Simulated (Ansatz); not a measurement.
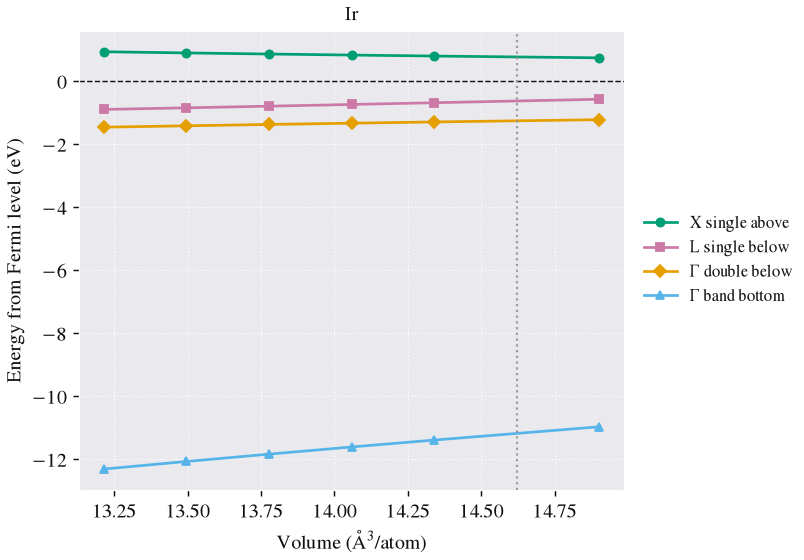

Levels at named k points against volume, from the Fermi level of each run. Each is named by its point, its degeneracy (spin aside) and its side of the Fermi level at the middle volume, where it is the nearest level on that side; the band bottom is the lowest valence level above the core-like shells. One run is left out (dotted line).

System: fcc Ir, space group Fm-3m, 1 atom in the primitive cell. The cell is scaled at fixed shape and fractional positions; at the middle volume, cubic a = 3.831 Å. Level of theory: r2SCAN, Ansatz PAW, no spin polarisation, no spin-orbit coupling, 12×12×12 k mesh, 500 eV cutoff, Fermi-Dirac smearing of 0.05 eV; code Ansatz.

| volume | X single above (eV) | L single below (eV) | Γ double below (eV) | Γ band bottom (eV) |
| --- | --- | --- | --- | --- |
| 13.22 Å³/atom | 0.93 | −0.90 | −1.46 | −12.31 |
| 13.50 Å³/atom | 0.90 | −0.85 | −1.42 | −12.07 |
| 13.78 Å³/atom | 0.86 | −0.79 | −1.37 | −11.84 |
| 14.06 Å³/atom | 0.83 | −0.74 | −1.33 | −11.61 |
| 14.34 Å³/atom | 0.80 | −0.68 | −1.29 | −11.39 |
| 14.90 Å³/atom | 0.74 | −0.57 | −1.22 | −10.97 |

Question: Estimate the levels at 14.62 Å³/atom.

Answer: Fits against the logarithm of the volume give +0.77 eV for X single above, −0.63 eV for L single below, −1.26 eV for Γ double below and −11.18 eV for Γ band bottom. The run gives +0.77, −0.63, −1.26 and −11.18 eV; the largest miss is under 0.01 eV.

Question: How does the occupied bandwidth scale with volume?

Answer: The Fermi level lies 12.31 eV above the band bottom at the smallest volume and 10.97 eV at the largest, a power law of about V^−0.96.

Spin-orbit coupling is left out, which matters for Ir. The PAW data sets were made with another functional. The Fermi level is that of this mesh and smearing. The pressure runs from 32 to −16 GPa along the series.
